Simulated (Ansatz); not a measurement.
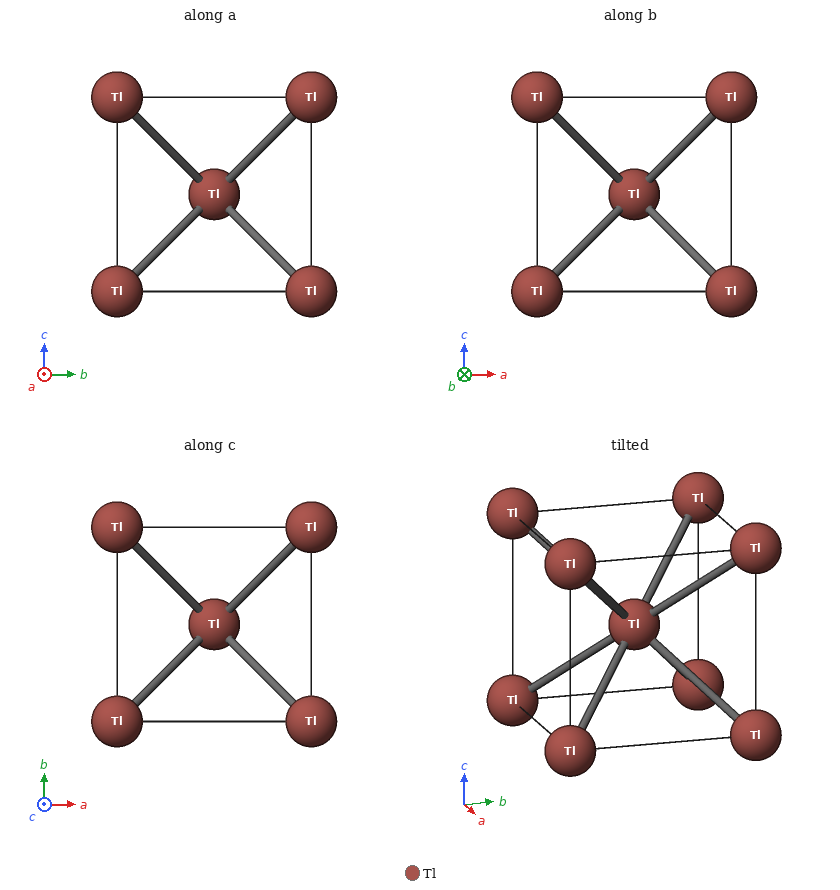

Drawn in the ball-and-stick manner and seen along the a axis, along the b axis, along the c axis and slightly off an axis. The outline marks the conventional unit cell.

Lattice parameters: a = 3.8009 Å, b = 3.8009 Å, c = 3.8009 Å, α = 90.000°, β = 90.000°, γ = 90.000°.

Q: Reconstruct the structure as a CIF in P1 with every atom of the cell.

A:
```cif
data_structure
_symmetry_space_group_name_H-M 'P 1'
_symmetry_Int_Tables_number 1
_cell_length_a 3.8009
_cell_length_b 3.8009
_cell_length_c 3.8009
_cell_angle_alpha 90.000
_cell_angle_beta 90.000
_cell_angle_gamma 90.000
_cell_volume 54.91
loop_
_atom_site_label
_atom_site_type_symbol
_atom_site_fract_x
_atom_site_fract_y
_atom_site_fract_z
_atom_site_occupancy
Tl1 Tl 0.0000 0.0000 0.0000 1
Tl2 Tl 0.5000 0.5000 0.5000 1
```

Provenance: a structure type filled with this element by a generator (whether the element takes this form wasn't checked). Earlier steps of the study may have refined or changed the cell and positions. It went into a calculation with Ansatz.
